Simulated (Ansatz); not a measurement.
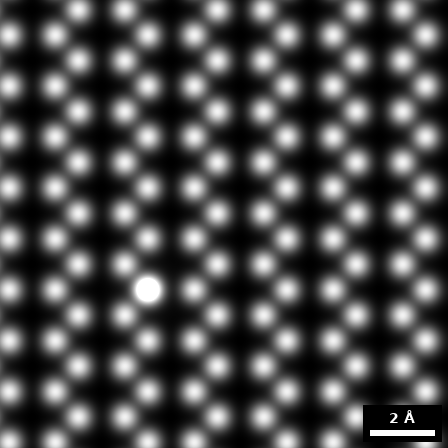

Dark-field STEM-like image of Ni (P6_3/mmc, No. 194) along [201]. Simulation: incoherent imaging, intensity Z^1.8 per atom, probe width 0.63 Å, thin sample. The probe carries 15 % of its weight in a tail 2.5 times as wide. The display is stretched by a gamma of 0.8; percentages refer to the linear signal.

The sample is 1 repeat (6.5 Å) thick. One point defect was put into the perfect crystal, without relaxing the atoms around it. Brightness is counted from the darkest point of the image. Host structure: the geometry relaxed with DFT, RPBE, plane waves (420 eV) with PAW, scalar-relativistic in Ansatz; the starting structure was generated, so it need not be a known form of this composition.

Question: Where is the defect (in Å from the left and the top edge), and what does its contrast suggest?

Answer: At about 5 Å from the left and 9 Å from the top. The column is brighter, which points to a heavier atom. The column holds 1 atom (Ni) through the sample, and one Ni atom is replaced by Pd, so its peak rises to about 245 % of that of its equals.
